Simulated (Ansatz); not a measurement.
# Run report: Al$_{24}$N$_{25}$, geometry relaxation (part 3 of 5)

Continued. System: Al$_{24}$N$_{25}$ (defect cell, 49 atoms in the cell). Method: DFT PBE, scalar-relativistic, plane waves, PAW, spin-polarised (Ansatz 0.2.0); cutoff 420 eV, 2×2×2 k-mesh, Gaussian smearing of 0.01 eV, collinear spins. The structure derives from a Materials Project entry. It belongs to a series of runs on one base structure; here: N interstitial, charge +0, atoms relaxed at the host's cell.

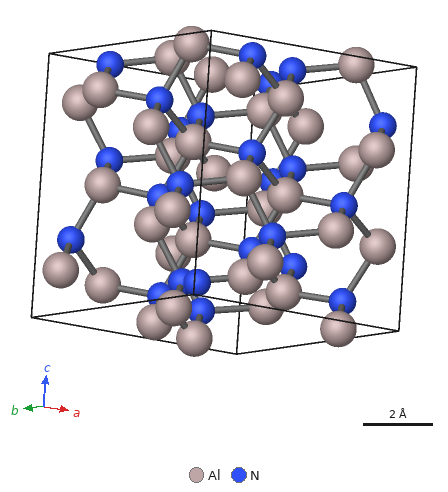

Figure 1. The geometry at step 6 of the log (ball-and-stick view of the cell of the calculation, seen at an oblique angle).

### Output, continued
```
--- Relaxed structure (6 steps of the walk, 6 accepted, 0 SCFs on fresh bases) ---
  F+E_penalty+E_count = -22558.54642453 eV   max|allowed force component| = 1.837e-2 eV/Å
  atoms:
    - { symbol: Al, position: [0.6672857915032957, 0.3337856660362094, 0.49725820696234224] }
    - { symbol: Al, position: [0.9975952880489172, 0.6622014552105782, 0.8326602722051842] }
    - { symbol: Al, position: [0.3337856660362093, 0.4972582069623423, 0.6672857915032954] }
    - { symbol: Al, position: [0.8280557133121631, 0.5098981897418826, 0.16779728446457476] }
    - { symbol: Al, position: [0.1686954844959268, 0.33507194296548454, 1.001088023096868] }
    - { symbol: Al, position: [0.4972582069623423, 0.6672857915032956, 0.3337856660362092] }
    - { symbol: Al, position: [0.8326602722051846, 0.9975952880489173, 0.662201455210578] }
    - { symbol: Al, position: [0.16779728446457476, 0.828055713312163, 0.5098981897418823] }
    - { symbol: Al, position: [0.5098981897418825, 0.16779728446457487, 0.8280557133121629] }
    - { symbol: Al, position: [0.6622014552105782, 0.8326602722051845, 0.997595288048917] }
    - { symbol: Al, position: [1.001088023096868, 0.1686954844959268, 0.3350719429654845] }
    - { symbol: Al, position: [0.3350719429654844, 1.0010880230968682, 0.16869548449592664] }
    - { symbol: Al, position: [0.6674823640861527, 0.4992260577134635, 0.8318985197983935] }
    - { symbol: Al, position: [0.9995420254125514, 0.8360770366613777, 0.16489566429740377] }
    - { symbol: Al, position: [0.33445803145964664, 0.6636459042402015, 0.9996587575135765] }
    - { symbol: Al, position: [0.8318985197983937, 0.6674823640861527, 0.4992260577134633] }
    - { symbol: Al, position: [0.16585677695130463, 0.5011404133328825, 0.332442269281501] }
    - { symbol: Al, position: [0.4992260577134635, 0.8318985197983937, 0.6674823640861525] }
    - { symbol: Al, position: [0.8360770366613777, 0.16489566429740377, 0.9995420254125511] }
    - { symbol: Al, position: [0.16489566429740377, 0.9995420254125515, 0.8360770366613774] }
    - { symbol: Al, position: [0.5011404133328824, 0.33244226928150095, 0.16585677695130452] }
    - { symbol: Al, position: [0.6636459042402014, 0.9996587575135765, 0.33445803145964653] }
    - { symbol: Al, position: [0.9996587575135767, 0.3344580314596467, 0.6636459042402014] }
    - { symbol: Al, position: [0.3324422692815011, 0.16585677695130469, 0.5011404133328825] }
    - { symbol: N, position: [0.7936331127883066, 0.46116811126390456, 0.6250004629305711] }
    - { symbol: N, position: [0.12890626181599607, 0.7821307950820752, 0.9566315719493078] }
    - { symbol: N, position: [0.4611681112639046, 0.6250004629305713, 0.7936331127883064] }
    - { symbol: N, position: [0.9600916112172752, 0.6311992668344456, 0.29396428742322994] }
    - { symbol: N, position: [0.2956639526005964, 0.46001841421706924, 0.12843299596531055] }
    - { symbol: N, position: [0.6250004629305711, 0.7936331127883065, 0.4611681112639042] }
    - { symbol: N, position: [0.9566315719493081, 0.12890626181599635, 0.7821307950820751] }
    - { symbol: N, position: [0.2939642874232302, 0.9600916112172754, 0.6311992668344456] }
    - { symbol: N, position: [0.6311992668344455, 0.29396428742323, 0.960091611217275] }
    - { symbol: N, position: [0.7821307950820752, 0.9566315719493078, 0.12890626181599613] }
    - { symbol: N, position: [0.12843299596531063, 0.2956639526005965, 0.46001841421706924] }
    - { symbol: N, position: [0.46001841421706935, 0.12843299596531063, 0.29566395260059647] }
    - { symbol: N, position: [0.4626164705619009, 0.29342030940640196, 0.6252603642740889] }
    - { symbol: N, position: [0.7909166729934496, 0.6282517917693149, 0.9589280256720192] }
    - { symbol: N, position: [0.1269339986063026, 0.4571700728284075, 0.7934638743317436] }
    - { symbol: N, position: [0.625260364274089, 0.4626164705619009, 0.29342030940640185] }
    - { symbol: N, position: [0.9581658679576217, 0.30904949285969613, 0.13286669053916855] }
    - { symbol: N, position: [0.293420309406402, 0.625260364274089, 0.4626164705619008] }
    - { symbol: N, position: [0.628251791769315, 0.9589280256720194, 0.7909166729934493] }
    - { symbol: N, position: [0.9589280256720194, 0.7909166729934498, 0.628251791769315] }
    - { symbol: N, position: [0.3090494928596961, 0.13286669053916866, 0.9581658679576217] }
    - { symbol: N, position: [0.4571700728284075, 0.7934638743317437, 0.12693399860630256] }
    - { symbol: N, position: [0.7934638743317437, 0.1269339986063025, 0.45717007282840727] }
    - { symbol: N, position: [0.13286669053916866, 0.9581658679576216, 0.30904949285969585] }
    - { symbol: N, position: [0.057842829719913016, 0.057842829719913016, 0.05784282971991299] }
--- Löwdin populations: 49 sites ---
  site symbol       q [e]    m [muB]
     0     Al      1.9053     0.0001
     1     Al      1.9046     0.0039
     2     Al      1.9053     0.0001
     3     Al      1.9037     0.0195
     4     Al      1.8986    -0.0176
     5     Al      1.9053     0.0001
     6     Al      1.9046     0.0039
     7     Al      1.9037     0.0195
     8     Al      1.9037     0.0195
     9     Al      1.9046     0.0039
    10     Al      1.8986    -0.0176
    11     Al      1.8986    -0.0176
    12     Al      1.9069     0.0005
    13     Al      1.9116    -0.0179
    14     Al      1.9087     0.0035
    15     Al      1.9069     0.0005
    16     Al      1.9001    -0.0004
    17     Al      1.9069     0.0005
    18     Al      1.9116    -0.0179
    19     Al      1.9116    -0.0179
    20     Al      1.9001    -0.0004
    21     Al      1.9087     0.0035
    22     Al      1.9087     0.0035
    23     Al      1.9001    -0.0004
    24      N      6.0275     0.0030
    25      N      5.9858     0.1448
    26      N      6.0275     0.0030
    27      N      6.0225     0.0191
    28      N      6.0320     0.0039
    29      N      6.0275     0.0030
    30      N      5.9858     0.1448
    31      N      6.0225     0.0191
    32      N      6.0225     0.0191
    33      N      5.9858     0.1448
    34      N      6.0320     0.0039
    35      N      6.0320     0.0039
    36      N      6.0292     0.0060
    37      N      6.0325     0.0066
    38      N      6.0252     0.0113
    39      N      6.0292     0.0060
    40      N      5.9358     0.2531
    41      N      6.0292     0.0060
    42      N      6.0325     0.0066
    43      N      6.0325     0.0066
    44      N      5.9358     0.2531
    45      N      6.0252     0.0113
    46      N      6.0252     0.0113
    47      N      5.9358     0.2531
    48      N      5.4340     1.6503
  spilling = 0.007998 (of n_electrons = 197.000000)
```

### File populations.tsv
```
# site	symbol	l	j	q_up	q_dn
# orbitals = lowdin
# n_electrons = 197.000000
# spilling = 0.007998
0	Al	0_3S	-	0.281282	0.281170
0	Al	1_3P	-	0.671421	0.671421
1	Al	0_3S	-	0.278994	0.278834
1	Al	1_3P	-	0.675233	0.671534
2	Al	0_3S	-	0.281282	0.281170
2	Al	1_3P	-	0.671421	0.671421
3	Al	0_3S	-	0.282743	0.277960
3	Al	1_3P	-	0.678874	0.664115
4	Al	0_3S	-	0.281049	0.284312
4	Al	1_3P	-	0.659478	0.673791
5	Al	0_3S	-	0.281282	0.281170
5	Al	1_3P	-	0.671421	0.671421
6	Al	0_3S	-	0.278994	0.278834
6	Al	1_3P	-	0.675233	0.671534
7	Al	0_3S	-	0.282743	0.277960
7	Al	1_3P	-	0.678874	0.664115
8	Al	0_3S	-	0.282743	0.277960
8	Al	1_3P	-	0.678874	0.664115
9	Al	0_3S	-	0.278994	0.278834
9	Al	1_3P	-	0.675233	0.671534
10	Al	0_3S	-	0.281049	0.284312
10	Al	1_3P	-	0.659478	0.673791
11	Al	0_3S	-	0.281049	0.284312
11	Al	1_3P	-	0.659478	0.673791
12	Al	0_3S	-	0.280576	0.280636
12	Al	1_3P	-	0.673151	0.672565
13	Al	0_3S	-	0.271624	0.278490
13	Al	1_3P	-	0.675270	0.686265
14	Al	0_3S	-	0.278960	0.279052
14	Al	1_3P	-	0.677148	0.673506
15	Al	0_3S	-	0.280576	0.280636
15	Al	1_3P	-	0.673151	0.672565
16	Al	0_3S	-	0.281478	0.281441
16	Al	1_3P	-	0.668373	0.668831
17	Al	0_3S	-	0.280576	0.280636
17	Al	1_3P	-	0.673151	0.672565
18	Al	0_3S	-	0.271624	0.278490
18	Al	1_3P	-	0.675270	0.686265
19	Al	0_3S	-	0.271624	0.278490
19	Al	1_3P	-	0.675270	0.686265
20	Al	0_3S	-	0.281478	0.281441
20	Al	1_3P	-	0.668373	0.668831
21	Al	0_3S	-	0.278960	0.279052
21	Al	1_3P	-	0.677148	0.673506
22	Al	0_3S	-	0.278960	0.279052
22	Al	1_3P	-	0.677148	0.673506
23	Al	0_3S	-	0.281478	0.281441
23	Al	1_3P	-	0.668373	0.668831
24	N	0_2S	-	0.701295	0.701074
24	N	1_2P	-	2.313946	2.311199
25	N	0_2S	-	0.714271	0.703671
25	N	1_2P	-	2.351023	2.216845
26	N	0_2S	-	0.701295	0.701074
26	N	1_2P	-	2.313946	2.311199
27	N	0_2S	-	0.702733	0.700803
27	N	1_2P	-	2.318070	2.300928
28	N	0_2S	-	0.700397	0.700380
28	N	1_2P	-	2.317549	2.313670
29	N	0_2S	-	0.701295	0.701074
29	N	1_2P	-	2.313946	2.311199
30	N	0_2S	-	0.714271	0.703671
30	N	1_2P	-	2.351023	2.216845
31	N	0_2S	-	0.702733	0.700803
31	N	1_2P	-	2.318070	2.300928
32	N	0_2S	-	0.702733	0.700803
32	N	1_2P	-	2.318070	2.300928
33	N	0_2S	-	0.714271	0.703671
33	N	1_2P	-	2.351023	2.216845
34	N	0_2S	-	0.700397	0.700380
34	N	1_2P	-	2.317549	2.313670
35	N	0_2S	-	0.700397	0.700380
35	N	1_2P	-	2.317549	2.313670
36	N	0_2S	-	0.700668	0.700286
36	N	1_2P	-	2.316941	2.311326
37	N	0_2S	-	0.699927	0.699626
37	N	1_2P	-	2.319601	2.313318
38	N	0_2S	-	0.702208	0.700988
38	N	1_2P	-	2.316069	2.305962
39	N	0_2S	-	0.700668	0.700286
39	N	1_2P	-	2.316941	2.311326
40	N	0_2S	-	0.731605	0.711024
40	N	1_2P	-	2.362814	2.130332
41	N	0_2S	-	0.700668	0.700286
41	N	1_2P	-	2.316941	2.311326
42	N	0_2S	-	0.699927	0.699626
42	N	1_2P	-	2.319601	2.313318
43	N	0_2S	-	0.699927	0.699626
43	N	1_2P	-	2.319601	2.313318
44	N	0_2S	-	0.731605	0.711024
44	N	1_2P	-	2.362814	2.130332
45	N	0_2S	-	0.702208	0.700988
45	N	1_2P	-	2.316069	2.305962
46	N	0_2S	-	0.702208	0.700988
46	N	1_2P	-	2.316069	2.305962
47	N	0_2S	-	0.731605	0.711024
47	N	1_2P	-	2.362814	2.130332
48	N	0_2S	-	0.842567	0.807587
48	N	1_2P	-	2.699592	1.084231
```
